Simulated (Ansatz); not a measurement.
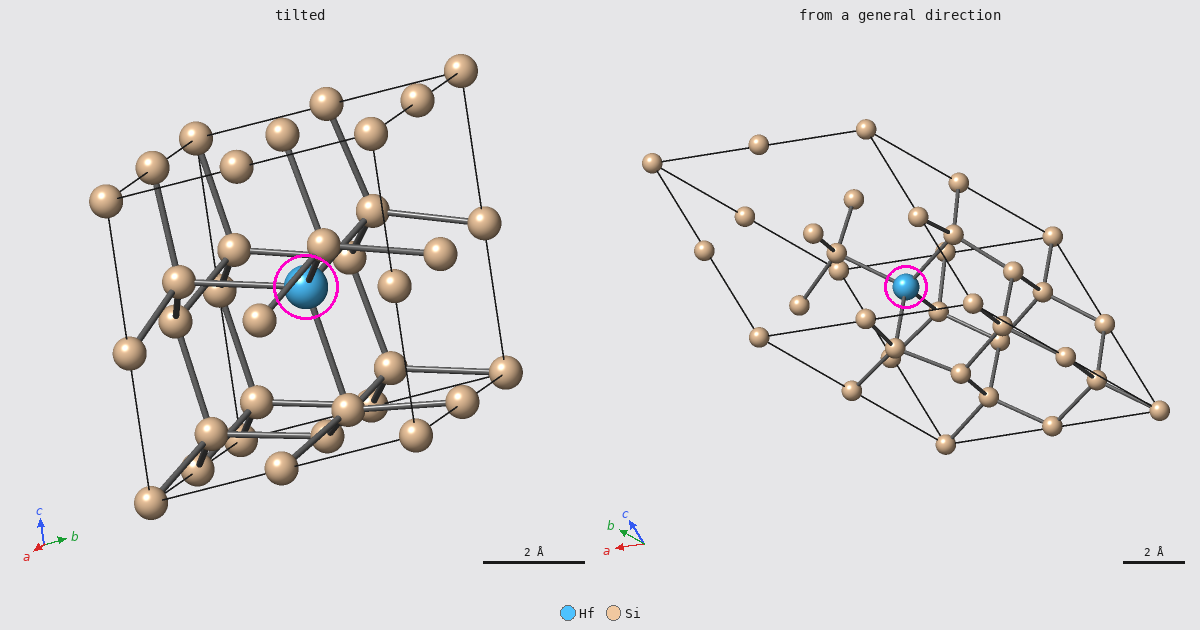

The figure gives a ball-and-stick picture of the atoms, viewed slightly off an axis and from a general direction. Lines trace the edges of the supercell. The host is Si, in a cell of 16 sites, and the cell carries a charge of +1. A ring marks the defect's site.

Question: What kind of defect was put in?

Answer: Hafnium on a silicon site (a substitutional impurity). It is bonded to four Si in a tetrahedral arrangement at about 2.6 Å.

Results below were computed with DFT PBE, scalar-relativistic, plane waves, PAW in Ansatz; the settings were a cutoff energy of 420 eV, Brillouin-zone sampling on a 2×2×2 mesh, Gaussian smearing of 0.01 eV, collinear spins.

Question: Does the defect leave unpaired spin?

Answer: Yes, 0.5 μB in the cell.

The atoms were relaxed in the host's cell with DFT PBE, scalar-relativistic, plane waves, PAW in Ansatz 0.2.0.
